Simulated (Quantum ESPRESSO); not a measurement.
## A series of single points on Gd

System: Gd (Im-3m, 1 atom in the cell).
Method: Kohn-Sham DFT of a periodic cell, LDA, SSSP 1.3 efficiency PBE, spin-polarised (Quantum ESPRESSO 7.5).

The 7 runs differ only in the geometry, by an even scaling of the cell at fixed fractional positions. The structure derives from an entry of the Crystallography Open Database.

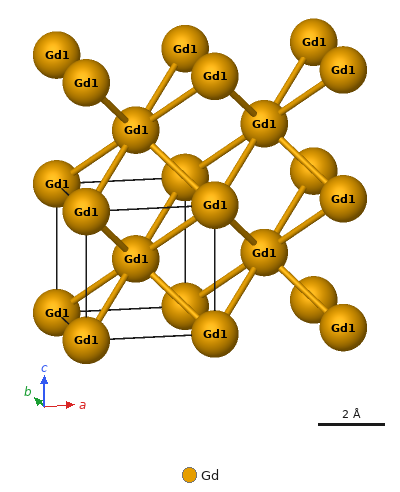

Figure 1. The structure of run 4 (ball-and-stick view of the cell 2 times as large as that of the calculation, set on its symmetry axes, repeated 2 × 1 × 2, seen slightly off an axis; atoms are numbered from 1 in the order of the input).

**Input of run 4**
```
&CONTROL
  calculation = 'scf'
  prefix = 'pwscf'
  outdir = './tmp'
  pseudo_dir = './pseudo'
  tprnfor = .true.
  tstress = .true.
  disk_io = 'low'
/
&SYSTEM
  ibrav = 0
  nat = 1
  ntyp = 1
  ecutwfc = 55
  ecutrho = 440
  nbnd = 18
  input_dft = 'pz'
  occupations = 'smearing'
  smearing = 'fd'
  degauss = 0.00367493
  nspin = 2
  starting_magnetization(1) = 0.3889
/
&ELECTRONS
  conv_thr = 2d-10
  electron_maxstep = 120
  mixing_beta = 0.3
/
ATOMIC_SPECIES
Gd   157.2500 Gd.paw.z_18.atompaw.wentzcovitch.v1.2.upf
CELL_PARAMETERS angstrom
  -2.0250000000    2.0250000000    2.0250000000
   2.0250000000   -2.0250000000    2.0250000000
   2.0250000000    2.0250000000   -2.0250000000
ATOMIC_POSITIONS angstrom
Gd     0.0000000000    0.0000000000    0.0000000000
K_POINTS automatic
9 9 9 0 0 0
```

**File bands.in of run 4**
```
&CONTROL
  calculation = 'bands'
  prefix = 'pwscf'
  outdir = './tmp'
  pseudo_dir = './pseudo'
  disk_io = 'low'
  verbosity = 'high'
/
&SYSTEM
  ibrav = 0
  nat = 1
  ntyp = 1
  ecutwfc = 55
  ecutrho = 440
  nbnd = 18
  input_dft = 'pz'
  occupations = 'smearing'
  smearing = 'fd'
  degauss = 0.00367493
  nspin = 2
  starting_magnetization(1) = 0.3889
/
&ELECTRONS
  conv_thr = 1d-08
  electron_maxstep = 120
  mixing_beta = 0.3
  diago_full_acc = .true.
/
ATOMIC_SPECIES
Gd   157.2500 Gd.paw.z_18.atompaw.wentzcovitch.v1.2.upf
CELL_PARAMETERS angstrom
  -2.0250000000    2.0250000000    2.0250000000
   2.0250000000   -2.0250000000    2.0250000000
   2.0250000000    2.0250000000   -2.0250000000
ATOMIC_POSITIONS angstrom
Gd     0.0000000000    0.0000000000    0.0000000000
K_POINTS crystal
60
 0.0000000000  0.0000000000  0.0000000000 1
 0.0416666667 -0.0416666667  0.0416666667 1
 0.0833333333 -0.0833333333  0.0833333333 1
 0.1250000000 -0.1250000000  0.1250000000 1
 0.1666666667 -0.1666666667  0.1666666667 1
 0.2083333333 -0.2083333333  0.2083333333 1
 0.2500000000 -0.2500000000  0.2500000000 1
 0.2916666667 -0.2916666667  0.2916666667 1
 0.3333333333 -0.3333333333  0.3333333333 1
 0.3750000000 -0.3750000000  0.3750000000 1
 0.4166666667 -0.4166666667  0.4166666667 1
 0.4583333333 -0.4583333333  0.4583333333 1
 0.5000000000 -0.5000000000  0.5000000000 1
 0.4375000000 -0.4375000000  0.5000000000 1
 0.3750000000 -0.3750000000  0.5000000000 1
 0.3125000000 -0.3125000000  0.5000000000 1
 0.2500000000 -0.2500000000  0.5000000000 1
 0.1875000000 -0.1875000000  0.5000000000 1
 0.1250000000 -0.1250000000  0.5000000000 1
 0.0625000000 -0.0625000000  0.5000000000 1
 0.0000000000  0.0000000000  0.5000000000 1
 0.0000000000  0.0000000000  0.4444444444 1
 0.0000000000  0.0000000000  0.3888888889 1
 0.0000000000  0.0000000000  0.3333333333 1
 0.0000000000  0.0000000000  0.2777777778 1
 0.0000000000  0.0000000000  0.2222222222 1
 0.0000000000  0.0000000000  0.1666666667 1
 0.0000000000  0.0000000000  0.1111111111 1
 0.0000000000  0.0000000000  0.0555555556 1
 0.0000000000  0.0000000000  0.0000000000 1
 0.0227272727  0.0227272727  0.0227272727 1
 0.0454545455  0.0454545455  0.0454545455 1
 0.0681818182  0.0681818182  0.0681818182 1
 0.0909090909  0.0909090909  0.0909090909 1
 0.1136363636  0.1136363636  0.1136363636 1
 0.1363636364  0.1363636364  0.1363636364 1
 0.1590909091  0.1590909091  0.1590909091 1
 0.1818181818  0.1818181818  0.1818181818 1
 0.2045454545  0.2045454545  0.2045454545 1
 0.2272727273  0.2272727273  0.2272727273 1
 0.2500000000  0.2500000000  0.2500000000 1
 0.2708333333  0.1875000000  0.2708333333 1
 0.2916666667  0.1250000000  0.2916666667 1
 0.3125000000  0.0625000000  0.3125000000 1
 0.3333333333  0.0000000000  0.3333333333 1
 0.3541666667 -0.0625000000  0.3541666667 1
 0.3750000000 -0.1250000000  0.3750000000 1
 0.3958333333 -0.1875000000  0.3958333333 1
 0.4166666667 -0.2500000000  0.4166666667 1
 0.4375000000 -0.3125000000  0.4375000000 1
 0.4583333333 -0.3750000000  0.4583333333 1
 0.4791666667 -0.4375000000  0.4791666667 1
 0.5000000000 -0.5000000000  0.5000000000 1
 0.2500000000  0.2500000000  0.2500000000 1
 0.2083333333  0.2083333333  0.2916666667 1
 0.1666666667  0.1666666667  0.3333333333 1
 0.1250000000  0.1250000000  0.3750000000 1
 0.0833333333  0.0833333333  0.4166666667 1
 0.0416666667  0.0416666667  0.4583333333 1
 0.0000000000  0.0000000000  0.5000000000 1
```

Command:
```bash
OMP_NUM_THREADS=1 pw.x -in pw.in > pw.out
OMP_NUM_THREADS=1 pw.x -in bands.in > bands.out
```

Run 2 has the same physical settings and fractional positions; its lattice vectors (Å) are:
```
  -1.997632    1.997632    1.997632
   1.997632   -1.997632    1.997632
   1.997632    1.997632   -1.997632
```

**Results, with one run withheld**

```tsv
run	volume per atom (Å³)	free energy per atom, from the lowest run given (meV)	pressure (GPa)
1	31.222	0.00	−2.48
2	31.886	?	?
3	32.551	25.78	−3.75
4	33.215	42.31	−4.34
5	33.879	61.02	−4.83
6	34.544	81.61	−5.22
7	35.208	103.83	−5.60
```

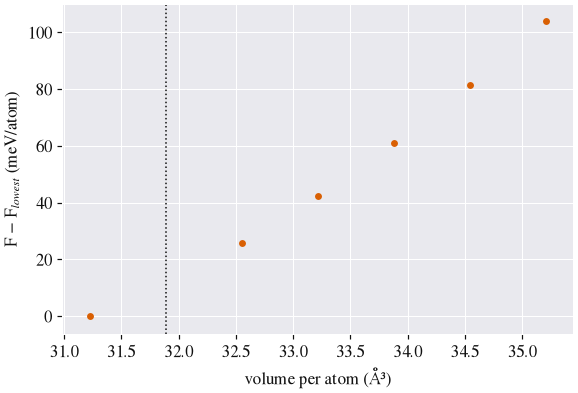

Figure 2. Free energy per atom of the runs given; the dotted line marks run 2.

Fit the runs given and predict run 2.

A cubic polynomial in V^(−2/3) (the Birch–Murnaghan form), fitted to the 6 runs given, misses them by at most 0.02 meV per atom. With x = V^(−2/3) − 0.09643 Å⁻², it reads F = 47.2 − 14259 x + 8.0985e+05 x² + 4.0643e+05 x³ (meV per atom). At run 2 it gives 11.55 meV per atom, and the run itself gives 11.56. The slope of the fit gives a pressure −dF/dV of −3.12 GPa there, and the run prints −3.19 GPa. The two needn't agree exactly: the fit is approximate, and the printed stress is taken on a finite basis. The fit has no minimum inside this range.

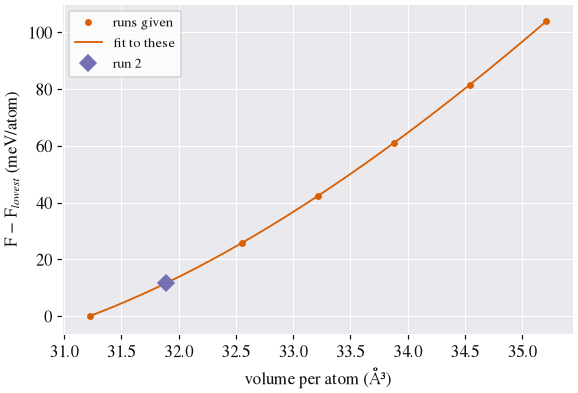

Figure 3. The fit and the withheld run.

**Some lines of the output (run 2)**
```
[...]
     total energy              =    -668.97882200 Ry
     total energy              =    -668.97881771 Ry
     total energy              =    -668.97879778 Ry
     total energy              =    -668.97881199 Ry
     total energy              =    -668.97881176 Ry
     total energy              =    -668.97881255 Ry
     total energy              =    -668.97881238 Ry
     total energy              =    -668.97881251 Ry
     total energy              =    -668.97881252 Ry
     the Fermi energy is    12.4992 ev
!    total energy              =    -668.97881252 Ry
     The total energy is F=E-TS. E is the sum of the following terms:
     Computing stress (Cartesian axis) and pressure
          total   stress  (Ry/bohr**3)                   (kbar)     P=      -31.89
```

Notes: The record of the run, not the program, notes: potentials made for another functional. Points of doubt noted for this run: potentials made for another functional.
